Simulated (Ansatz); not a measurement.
# Geometry relaxation of TaN (part 1 of 2)

System: TaN (P-6m2, 16 atoms in the cell).
Method: DFT r2SCAN, scalar-relativistic, plane waves, PAW, no spin polarisation (Ansatz 0.2.0).

The structure derives from an entry of the Crystallography Open Database. It belongs to a series of runs on one base structure; here: 0 of 8 N sites taken by Bi, cell and atoms relaxed. Figures and captions count atoms from 1; the log counts them from 0 in places.

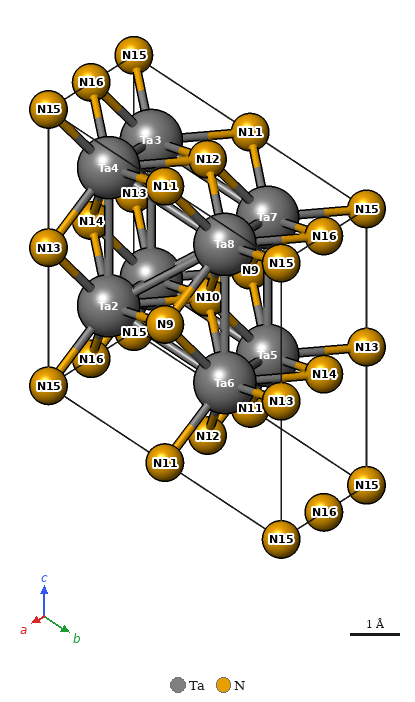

The input geometry (ball-and-stick view of the cell of the calculation, seen slightly off an axis; atoms are numbered from 1 in the order of the input). An atom can appear more than once, as a periodic image. Near neighbours in the periodic cell (some may lie outside the picture): Ta has 6 N at 2.23 Å and 8 Ta at 2.88 to 2.94 Å; N has 6 Ta at 2.23 Å.

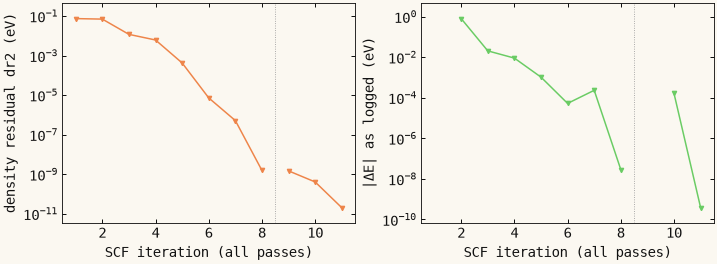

Convergence of the self-consistent field: density residual dr2 and size of the energy change against the SCF iteration. The dotted lines part the SCF passes of the relaxation: geometry steps, rejected trials and re-solves on a re-selected basis. The passes take 8 and 3 iterations.

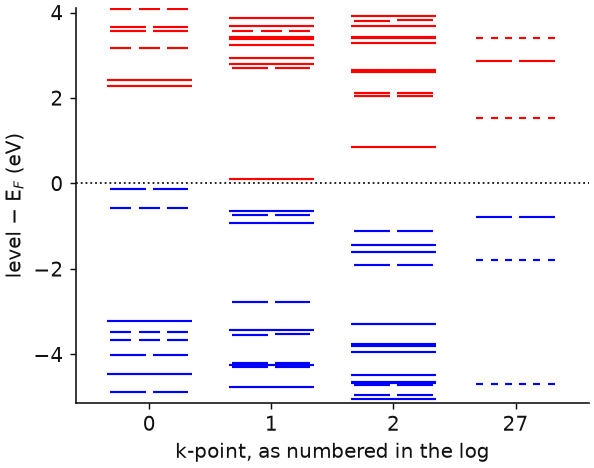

Kohn–Sham levels near the Fermi level (dotted) at the few k-points that the log prints; levels within 0.02 eV of each other stand side by side. The system is metallic on the full mesh.

These pictures come from the run below.

### Input file
```yaml
crystal:
  lattice:
    - [0.0, 0.0, 5.7692371055]
    - [5.8723086544, 0.0, 0.0]
    - [-2.9361543272, 5.0855684736, 0.0]
  atoms:
    - { symbol: Ta, position: [0.25, 0.1666666667, 0.3333333333] }
    - { symbol: Ta, position: [0.75, 0.1666666667, 0.3333333333] }
    - { symbol: Ta, position: [0.25, 0.1666666667, 0.8333333333] }
    - { symbol: Ta, position: [0.75, 0.1666666667, 0.8333333333] }
    - { symbol: Ta, position: [0.25, 0.6666666667, 0.3333333333] }
    - { symbol: Ta, position: [0.75, 0.6666666667, 0.3333333333] }
    - { symbol: Ta, position: [0.25, 0.6666666667, 0.8333333333] }
    - { symbol: Ta, position: [0.75, 0.6666666667, 0.8333333333] }
    - { symbol: "N", position: [0.0, 0.5, 0.5] }
    - { symbol: "N", position: [0.5, 0.5, 0.5] }
    - { symbol: "N", position: [0.0, 0.5, 0.0] }
    - { symbol: "N", position: [0.5, 0.5, 0.0] }
    - { symbol: "N", position: [0.0, 0.0, 0.5] }
    - { symbol: "N", position: [0.5, 0.0, 0.5] }
    - { symbol: "N", position: [0.0, 0.0, 0.0] }
    - { symbol: "N", position: [0.5, 0.0, 0.0] }
basis:
  ecutwfc: 500
kpoints:
  mp_grid: { grid: [6, 6, 6] }
hamiltonian:
  xc: r2scan
scf:
  occupations: { method: gaussian, width: 0.1 }
output:
  forces: true
  stress: true
  eigenvalues: true
relax:
  adjacent_minimum: "off"
  f_tol: 0.015
  max_steps: 60
  cell: { stress_tol: 0.15 }
```

Launch command:
```bash
ansatz run input.yaml --threads 2 --pin off --max-ram 5120MiB --backend cpu --events-out ev --progress --plain --runs-dir out
```

### Output
```
Engine: ansatz 0.2.0, x86_64-unknown-linux-gnu
Pseudopotentials: kind: paw
Pseudopotential: Ta, paw, valence charge 13, recommended cutoff 500 eV (meta_gga), Ta.paw.azcp
Pseudopotential: N, paw, valence charge 5, recommended cutoff 500 eV (meta_gga), N.paw.azcp
Functional definition: r2SCAN
  parameter k0 = 0.174
  parameter k1 = 0.065
  parameter a1 = 4.9479
  exchange = r2scan_x(k0 = k0, k1 = k1, a1 = a1)
  correlation = r2scan_c
Crystal: 16 atoms, lattice volume = 172.293 Å³
Basis set: ecut = 500 eV, 4353 PW (Γ), exchange–correlation on 180×180×180 points (64 copies of the dense FFT grid, shifted against one another)
Bands: 88, of which v1, the nominal top of the filled ones, is band 72 counted from 1 (71 counted from 0)
Symmetry: 96 space group operations
Space group: P-6m2 (ITA 187), of the structure as read, at distance tolerance 5.6e-5 Å
k-points: 28 of 216 (time reversal used)
Non-local potential: Ta, projectors of the file, l = 0: 3, l = 1: 2, l = 2: 2, l = 3: 1
Non-local potential: N, projectors of the file, l = 0: 2, l = 1: 2, l = 2: 1
PAW form: soft (Blöchl's): semilocal exchange-correlation on the pseudo side does not see the compensation charge
PAW frozen core: Ta, regenerated for the run's functional (the file was generated under x = pbe(κ = 0.804, μ = 0.2195149727645171), c = pbe(β = 0.06672455060314922))
PAW frozen core: N, regenerated for the run's functional (the file was generated under x = pbe(κ = 0.804, μ = 0.2195149727645171), c = pbe(β = 0.06672455060314922))
PAW one-centre angular grid: Ta, 590 points (default); XC on 160 Gauss nodes
PAW one-centre angular grid: N, 302 points (default); XC on 160 Gauss nodes
Initial density: superposition of atomic densities (neutral atoms: chi_scale 0, normalization atom), corrected by the library's trained network
Initial wavefunctions: pseudopotential atomic-orbital guess
Functional: x = r2scan, c = r2scan; τ floored in thin density (d = 2e-4 eV/Å³)
SCF iter   1: F=—  HF=-82653.617886 eV  |F-HF|=—  |Δ(HF+E_count)|=         —  Δρ=1.11e-2  dr2=7.41e-2  dr2_τ=9.67e-1  ethr=1.77e-3  ⟨swp⟩=5.8  Hψ=9739  notcnv=0  defer=13
preconditioner: auto → Kerker (q_TF=auto, 2.648 Å⁻¹)  [metal: Δε(μ)=0.095 eV  Ē_g=10.345 eV  σ=0.100 eV  W_gap=0.46  n_scr=58 (ndim 8)  ℏωp=25.3 eV  f_vac=0.000  D(μ)=0.42/eV (n_scr^D=0)]
SCF iter   2: F=—  HF=-82654.408860 eV  |F-HF|=—  |Δ(HF+E_count)|=   7.91e-1  Δρ=8.58e-3  dr2=6.98e-2  dr2_τ=5.08e-3  ethr=5.15e-5  ⟨swp⟩=2.0  Hψ=4828  notcnv=0  defer=268
preconditioner: auto → Resta (q_TF=auto, 2.648 Å⁻¹)  ε∞=7.0  [insulator: Δε(μ)=0.145 eV  Ē_g=10.350 eV  σ=0.100 eV  W_gap=0.61  n_scr=58 (ndim 8)  ℏωp=25.3 eV  f_vac=0.000  D(μ)=0.38/eV (n_scr^D=0)  ε∞_Penn≈7.0]
SCF iter   3: F=—  HF=-82654.429207 eV  |F-HF|=—  |Δ(HF+E_count)|=   2.03e-2  Δρ=3.91e-3  dr2=1.18e-2  dr2_τ=1.70e-3  ethr=4.84e-5  ⟨swp⟩=2.0  Hψ=3143  notcnv=0  defer=268
SCF iter   4: F=—  HF=-82654.438135 eV  |F-HF|=—  |Δ(HF+E_count)|=   8.93e-3  Δρ=1.84e-3  dr2=6.12e-3  dr2_τ=4.11e-4  ethr=8.19e-6  ⟨swp⟩=2.0  Hψ=3317  notcnv=0  defer=268
SCF iter   5: F=—  HF=-82654.437105 eV  |F-HF|=—  |Δ(HF+E_count)|=   1.03e-3  Δρ=4.61e-4  dr2=4.22e-4  dr2_τ=1.41e-5  ethr=4.25e-6  ⟨swp⟩=2.0  Hψ=3151  notcnv=0  defer=268
SCF iter   6: F=—  HF=-82654.437053 eV  |F-HF|=—  |Δ(HF+E_count)|=   5.22e-5  Δρ=6.18e-5  dr2=7.20e-6  dr2_τ=3.93e-7  ethr=2.93e-7  ⟨swp⟩=2.0  Hψ=3291  notcnv=0  defer=268
SCF iter   7: F=—  HF=-82654.436822 eV  |F-HF|=—  |Δ(HF+E_count)|=   2.31e-4  Δρ=1.71e-5  dr2=5.14e-7  dr2_τ=2.94e-8  ethr=5.00e-9  ⟨swp⟩=2.0  Hψ=3296  notcnv=0  defer=268
SCF iter   8: F=-82654.436822 eV  HF=-82654.436822 eV  |F-HF|=4.22e-10  |Δ(HF+E_count)|=   2.85e-8  Δρ=1.19e-6  dr2=1.54e-9  dr2_τ=3.81e-10  ethr=6.94e-11  ⟨swp⟩=13.1  Hψ=11286  notcnv=0
SCF 1 converged in 8 iterations: F = -82654.436822 eV  dr2 = 1.54e-9
  greatest PAW one-centre occupation: 0.998 electrons in one spin orbital (limit 2), on the Ta atom at site 7 (counted from 0), in its partial waves of l = 0
relax step   1: F+E_penalty+E_count = -82654.43682193 eV  Δ(F+E_penalty+E_count) = +0.000e0 eV  max|allowed force component| = 4.888e-17 eV/Å  Δτ_max = 0.0000 Å  P = -0.025 GPa  Ω = 172.293 Å³  (8 SCF iters, dr2 threshold 1.00e-7 eV, accepted)
Initial density: handed on by an earlier stage of this run
Initial wavefunctions: pseudopotential atomic-orbital guess (no wavefunctions were taken with the density)
iter 1 solved again at ethr=4.15e-8 eV; its pass at ethr=3.10e-3 eV (dr2=5.98e-5 eV) is discarded
SCF iter   1: F=—  HF=-82654.436983 eV  |F-HF|=—  |Δ(HF+E_count)|=         —  Δρ=1.22e-6  dr2=1.47e-9  dr2_τ=4.37e-10  ethr=4.15e-8  ⟨swp⟩=4.0  Hψ=17751  notcnv=0
eigensolver tolerance schedule: the retry pair's looser diagonalisation over-reported the residual by 40708.59 of it (diagonalisation noise at 1.20 of the residual, at the tolerance the schedule requests for it); recorded, not acted on — ethr = c·dr2/N_el stays at c = 1.0e-1
preconditioner: auto → Resta (q_TF=auto, 2.648 Å⁻¹)  ε∞=7.0  [insulator: Δε(μ)=0.148 eV  Ē_g=10.334 eV  σ=0.100 eV  W_gap=0.63  n_scr=58 (ndim 8)  ℏωp=25.3 eV  f_vac=0.000  D(μ)=0.38/eV (n_scr^D=0)  ε∞_Penn≈7.0]
SCF iter   2: F=—  HF=-82654.436822 eV  |F-HF|=—  |Δ(HF+E_count)|=   1.61e-4  Δρ=6.91e-7  dr2=4.04e-10  dr2_τ=8.12e-11  ethr=1.00e-12  ⟨swp⟩=7.3  Hψ=12495  notcnv=0
SCF iter   3: F=-82654.436822 eV  HF=-82654.436822 eV  |F-HF|=8.73e-11  |Δ(HF+E_count)|=  3.78e-10  Δρ=1.61e-7  dr2=2.02e-11  dr2_τ=2.45e-11  ethr=1.00e-12  ⟨swp⟩=2.0  Hψ=8167  notcnv=0
SCF 2 converged in 3 iterations: F = -82654.436822 eV  dr2 = 2.02e-11
relax step   2: F+E_penalty+E_count = -82654.43682193 eV  Δ(F+E_penalty+E_count) = -3.201e-10 eV  max|allowed force component| = 5.538e-17 eV/Å  Δτ_max = 0.0000 Å  P = -0.025 GPa  Ω = 172.293 Å³  stress off target by 3.07e-2 GPa  SCF on the basis re-selected at this cell (its energy is not comparable with the rows above)  (3 SCF iters)
basis re-selected at this cell: Δ(F+E_penalty+E_count) = -3.201e-10 eV, ΔP = +0.000 GPa vs the last step (what re-selecting the basis moved, of the pressure what is left beyond the Pulay correction that the steps carried, after the strain that the cell walked since its last selection, with what the two solves' SCF thresholds leave and, on support functions, any second-order correction that the steps lacked; it is no measure of the basis error at this ecutwfc). This SCF's stress stands 3.07e-2 GPa from its target on what of the cell is left free (relax.cell.stress_tol is 1.50e-1 GPa) and its largest allowed force component is 5.54e-17 eV/Å (relax.f_tol is 1.50e-2 eV/Å): within both
SCF converged after 3 iterations
Free energy (F): -82654.436822 eV
Harris-Foulkes:  -82654.436822 eV  (|F-HF|=8.73e-11)
Internal energy: -82654.434908 eV  (E = F + TS)
E sigma→0 (E₀):  -82654.435865 eV
Entropy (-TS):   -0.001914 eV (-0.120 meV/atom)
Fermi energy:    20.283630 eV
--- Per-component energies (eV) ---
  E_band       = -544.077359
  E_kinetic    = 4011.061705
  E_local      = -4825.764423  (includes V_loc(G=0)·N_el)
  E_nonlocal   = 475.526463
  E_hartree    = 1630.886944
  E_xc         = -2126.776581
  E_vxc        = -2468.434357  (∫ρ·V_xc dr)
  E_paw        = -68417.372755  (= ΣΔE_a)
  E_vpaw       = -1124.849695  (= ΣTr[D̂ρ^β])
  E_aug_tail   = 0.000652  (compensation charges beyond the density's cutoff)
  E_vtau       = 126.608357  (kinetic-family band-sum trace: ∫τ·v_τ [+ j·A + Jᵃ·Aᵃ] dr)
  E_ewald      = -13395.710155
  E_core_change = -6.286759  (= ΣΔE_core)
  E_smearing   = -0.001914  (= −TS)
  E_closure    = 0.000000  (closes the sum)
  Σ components = -82654.436822   (vs F -82654.436822, Δ=0.00e0)
```
